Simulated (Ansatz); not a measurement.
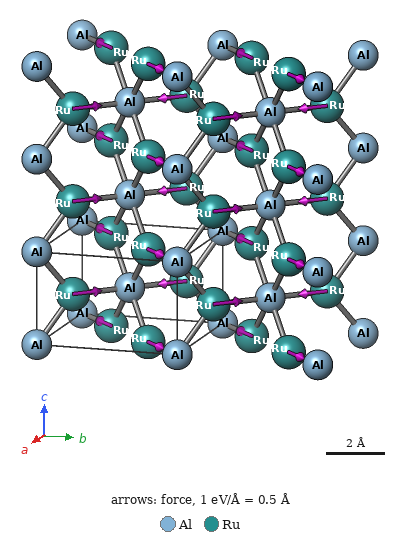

Starting geometry of crystalline AlRu$_{2}$ (built on the rutile_136 type) (coarse preliminary run) with the computed forces as purple arrows. Style: ball-and-stick. Shown: the cell of the calculation, repeated 1 × 2 × 3 with one cell outlined, slightly off an axis.

Case: rutile type (P4_2/mnm, No. 136).

All numbers below come from DFT PBE, scalar-relativistic, plane waves, PAW in Ansatz.

Input file:
```yaml
crystal:
  lattice:
    - [5.1328705182, 0.0, 0.0]
    - [0.0, 5.1328705182, 0.0]
    - [0.0, 0.0, 3.3060870404]
  atoms:
    - { symbol: Al, position: [0.0, 0.0, 0.0] }
    - { symbol: Al, position: [0.5, 0.5, 0.5] }
    - { symbol: Ru, position: [0.306, 0.306, 0.0] }
    - { symbol: Ru, position: [0.194, 0.806, 0.5] }
    - { symbol: Ru, position: [0.694, 0.694, 0.0] }
    - { symbol: Ru, position: [0.806, 0.194, 0.5] }
basis:
  ecutwfc: 420
kpoints:
  mp_grid: { grid: [4, 4, 6] }
hamiltonian:
  xc: pbe
scf:
  occupations: { method: gaussian, width: 0.1 }
  lower_state_search: "off"
output:
  forces: true
  stress: true
  eigenvalues: true
relax:
  adjacent_minimum: "off"
  f_tol: 0.04
  max_steps: 70
  cell: { stress_tol: 0.4 }
```

Run as
```bash
ansatz run input.yaml --threads 1 --pin off --max-ram 2560MiB --backend cpu --events-out ev --progress --plain --runs-dir out
```

> What follows when this structure is relaxed?

It isn't relaxed: the largest force vector, on Ru atoms, is 2.35 eV/Å. The atoms end up moving mostly along the starting forces (cosine between the two patterns 1.00). The largest moves relative to the cell, 0.34 Å, are those of Ru3, Ru4, Ru5 and Ru6. Ru4 goes along [1 −1 0]. Al stays in place. Cell: a = b 5.133 → 6.131 Å (+19.4 %), c 3.306 → 2.695 Å (−18.5 %). Volume +16.3 %. Some distances before and after: Ru3–Ru5 2.816 → 4.040 Å, Ru3–Ru3 3.306 → 2.695 Å, Al1–Ru4 2.172 → 2.428 Å, Al1–Ru3 2.221 → 2.315 Å. Among the angles between lasting bonds that change: Ru4–Al1–Ru6 80.9° → 112.6°, Ru4–Al1–Ru4 99.1° → 67.4°, Al2–Ru3–Al2 99.1° → 67.4°. The space group stays P4_2/mnm (No. 136). After 9 accepted moves (11 points after the start) the energy has fallen by 3.708 eV per cell of the calculation. The largest force component goes from 1.7 to 0.013 eV/Å. The pressure goes from 38.09 to 0.21 GPa. At 2 points the geometry stayed and the basis and grid were re-selected for the new cell (energy shift of 0.161 eV per cell of the calculation at most each time). The run took 35 s on 1 thread of Intel(R) Xeon(R) 6975P-C (Granite Rapids) (shared host), peak memory 0.45 GiB.
